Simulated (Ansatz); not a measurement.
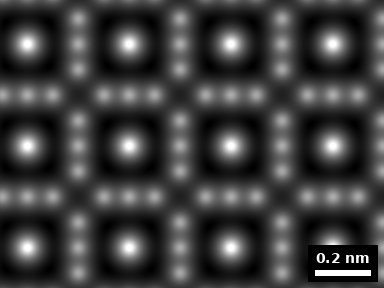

Map of the projected electrostatic potential of a crystal. Computed as the sum of neutral-atom potentials (tabulated electron scattering factors, B = 0.5 Å²) projected along the beam and smoothed by 0.25 Å; brighter is more positive. The display is stretched by a gamma of 0.7; percentages refer to the linear signal.

> Measure the repeat of the pattern.

The pattern repeats on a square net with a repeat of 3.7 Å.

> Which plane group does this projection have?

p4mm: fourfold points with mirror lines through them along the axes and the diagonals.

> How many columns does the smallest repeating cell hold, and how many levels of brightness?

7 columns in the primitive cell of 13.8 Å², with 2 levels of brightness (about 100, 50 % of the brightest, counted from the darkest point).

The crystal is B (Pm-3n, No. 223) seen along [001]. Model: the input geometry of an electronic-structure calculation (not necessarily at equilibrium); the starting structure was generated, so it need not be a known form of this composition.
